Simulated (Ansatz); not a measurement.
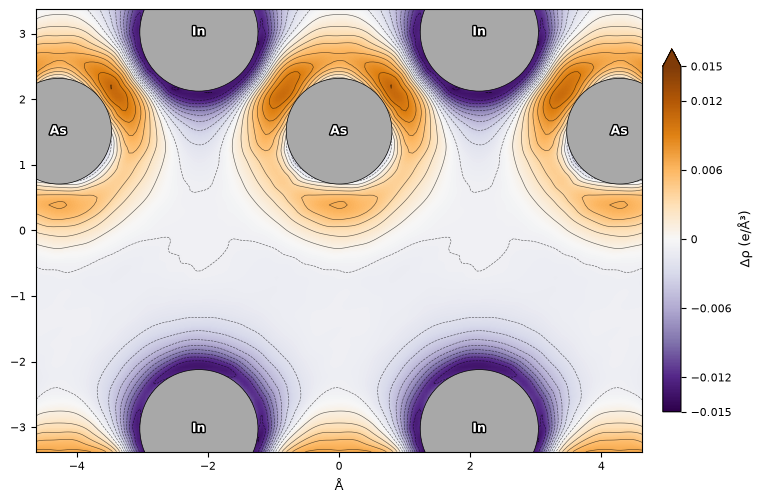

InAs. Difference of the valence pseudo-densities of two functionals at the same geometry, on the (011̄) plane of the calculation cell: one of PBEsol and r2SCAN less the other.

Space group F-43m.

Both computed with Ansatz (plane waves, PAW), on the same k-point mesh. Grey discs cover the atomic cores.

Question: Which was subtracted from which, and what does the map show?

Answer: It is r2SCAN less PBEsol. Against PBEsol, r2SCAN gives less density around In (−0.011 e/Å³ on average at 1.1 Å from the nucleus), more density around As (+0.005 e/Å³ on average at 1.0 Å from the nucleus) and a change of +0.005 e/Å³ at the midpoint of In–As.
